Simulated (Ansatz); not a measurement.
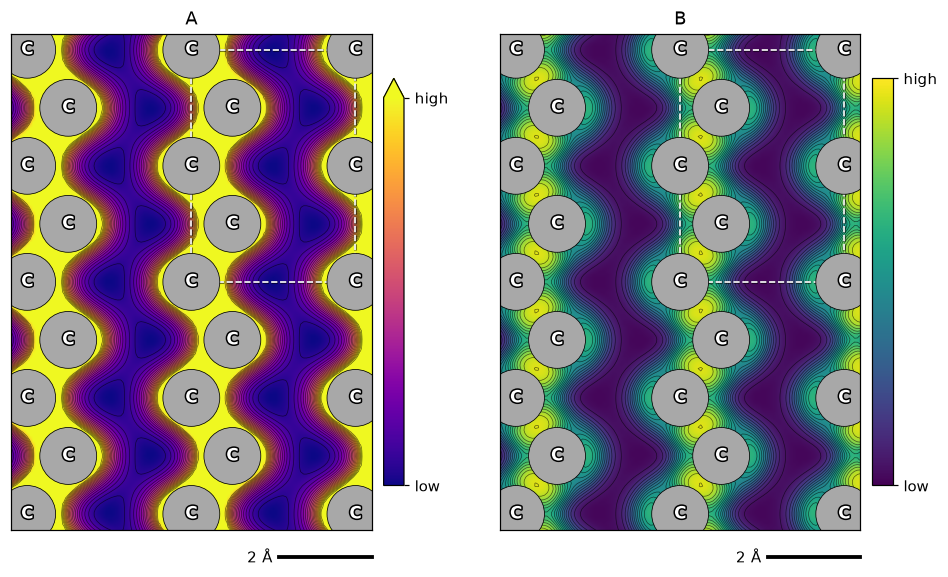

C: 2 fields on the (110) plane of the conventional cell, with unlabelled colour scales. Grey discs cover the atomic cores.

Space group Fd-3m.

Computed with Ansatz 0.2.0, Kohn-Sham DFT of a periodic cell, PBE0, Ansatz PAW.

Q: Match the panels to the quantities (electron localisation function and valence pseudo-density).

A: Panel A: valence pseudo-density. Panel B: electron localisation function. From the grid: C–C (1.54 Å): the density is about 1.7 e/Å³ at the midpoint; the ELF peaks at about 0.95 between the atoms (localised, covalent bonding).
